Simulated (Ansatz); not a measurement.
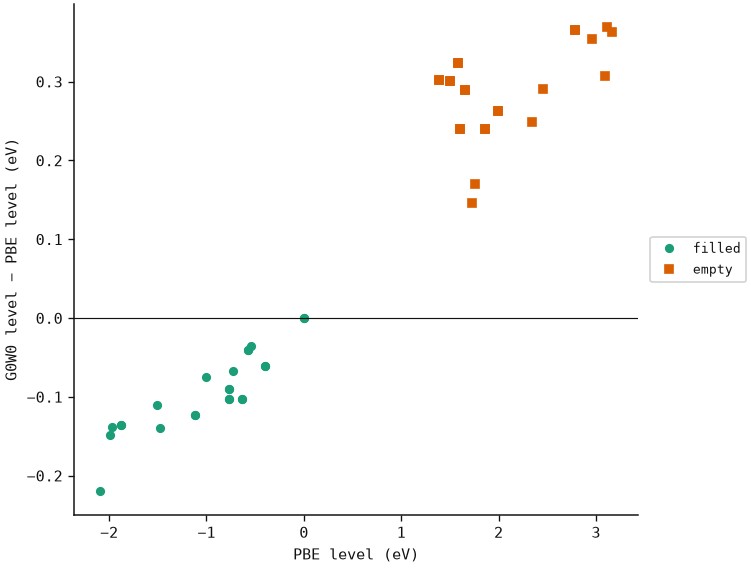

Change of each level from PBE to G0W0 against its PBE energy, both sets counted from their own valence top.

System: PbS (wurtzite type before relaxing), space group P6_3mc (No. 186), 4 atoms in the cell, relaxed with r2SCAN; a = 4.997 Å, c = 5.998 Å (hexagonal axes). Starting point: PBE, Ansatz PAW set, no spin polarisation, no spin-orbit coupling, 6×6×2 k mesh, 420 eV cutoff, fixed occupations (Ansatz). Many-body step: G0W0 with empty bands 210, screening cutoff 80 eV and frequency treatment contour deformation.

By how much does the gap open?

Over the k points that were corrected, the smallest gap goes from 1.39 eV in PBE (direct at H) to 1.69 eV in G0W0 (direct at H), a change of +0.30 eV (+22 %).

Is the valence band stretched or squeezed?

Down to 2.1 eV under the top, the filled levels drop by about 0.07 eV more for each eV of depth, so the valence band is stretched by about 7 %.

Is the correction a rigid shift of the empty levels?

Counted from the valence top, the lowest empty level moves by +0.30 eV at H, +0.33 eV at L and +0.36 eV at K; over the 12 points that were corrected the shifts run from +0.14 to +0.36 eV: a spread of 0.22 eV on a mean of 0.27 eV, so one scissor shift doesn't describe this level. Only two empty levels a point were corrected, so a higher one could drop under them. The top filled level also moves against the valence top, by −0.14 eV at Γ.

| k point | PBE direct gap (eV) | G0W0 direct gap (eV) |
| --- | --- | --- |
| H | 1.39 | 1.69 |
| L | 2.22 | 2.65 |
| K | 3.36 | 3.77 |

The k mesh is coarse (spacing up to 0.52 Å⁻¹), so the values aren't converged. Spin-orbit coupling is left out, which matters for Pb. The usual form of PbS is rocksalt. Bands, cutoffs and mesh are finite, so these values aren't at the basis limit.
